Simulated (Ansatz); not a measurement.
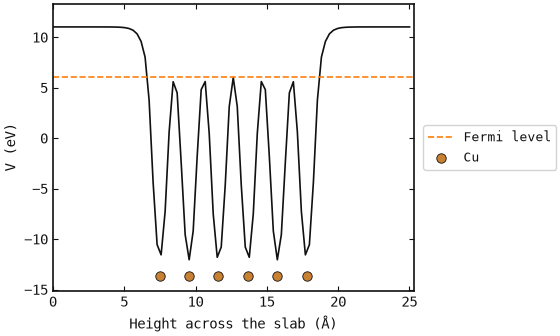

Plane-averaged electrostatic potential energy of an electron across the slab; circles at the bottom mark the heights of the atoms (positions after relaxation).

The material is a (001) slab cut from Cu (P6_3/mmc), 6 atoms in the cell.

Method: DFT PBEsol, scalar-relativistic, plane waves, PAW, no spin polarisation, 15×15×1 k mesh, 420 eV cutoff, Gaussian smearing of 0.1 eV (Ansatz).

Question: Read off the work function of each face.

Answer: The work function is 5.00 eV, the same on both faces. The two vacuum levels agree, so the slab has no net dipole along its normal.

Question: How thick are slab and vacuum?

Answer: The outermost atoms are 10.3 Å apart, which leaves 15.0 Å of vacuum in a cell 25.3 Å high.
